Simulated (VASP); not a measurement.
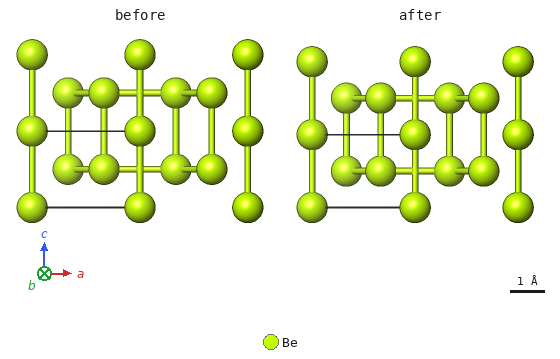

The structure of crystalline Be (a generated structure, set up in P6/mmm) before (left) and after (right) a relaxation, at one scale.

A ball-and-stick model of the cell of the calculation, repeated 2 × 1 × 2 with one cell outlined, seen along the b axis.

The run lets cell and atoms move.

All numbers below come from Kohn-Sham DFT of a periodic cell, PBE, VASP PAW PBE potentials, recommended (VASP).

Input file:
```
  PREC = Accurate
  ENCUT = 600
  EDIFF = 1E-6
  ISMEAR = 0
  SIGMA = 0.1
  LREAL = False
  LASPH = True
  NELM = 100
  ALGO = Normal
  ISIF = 3
  LWAVE = False
  LCHARG = False
  GGA = PE
  IBRION = 2
  NSW = 90
  EDIFFG = -0.04
```

Run as
```bash
cat potpaw_PBE.64/Be/POTCAR > POTCAR
mpirun -np 1 vasp_std > vasp.out
```

> Describe what moved and what it gained.

No atom moves by more than 0.005 Å relative to the cell. Cell: a = b 3.735 → 3.567 Å (−4.5 %), c 2.290 → 2.185 Å (−4.6 %). Volume −13.0 %. Near-neighbour distances that change, for instance: Be–Be 2.290 → 2.185 Å, Be–Be 2.157 → 2.060 Å. The space group stays P6/mmm (No. 191). After 5 geometry steps the energy has fallen by 0.150 eV per cell of the calculation. All forces vanish by symmetry, so only the cell relaxes. The pressure goes from −12.31 to 0.17 GPa. The volume changes by over a tenth within one run on a fixed set of plane waves, so the end point should be relaxed again from the new cell.
